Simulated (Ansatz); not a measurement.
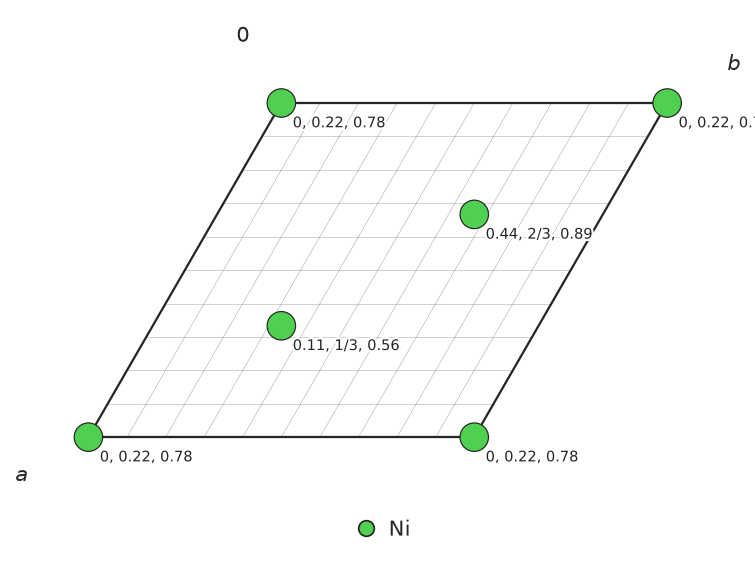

Plan of a unit cell projected along c (a down the page, b across); the numbers are heights as fractions of c, and atoms on the cell's edges are repeated. The grid marks tenths of a and b. Source: coordinates from a relaxation with DFT r2SCAN, scalar-relativistic, plane waves, PAW (Ansatz); the starting structure was generated, so it need not be a known form of this composition. Geometry calculated from the standardised cell; symmetry tolerance 0.002 Å.

a = 2.457 Å, b = 2.457 Å, c = 18.175 Å, α = 90.00°, β = 90.00°, γ = 120.00°.

### What does the cell contain?

9 Ni: Ni, Z = 9.

### Which space group?

R-3m (No. 166, hexagonal axes), rhombohedral (trigonal, hexagonal axes).

### Give the independent sites, coordinates to two places.

```
atom  site  symmetry     x     y     z
  Ni    3a       -3m  0.00  0.00  0.00
  Ni    6c        3m  0.33  0.67  0.89
```
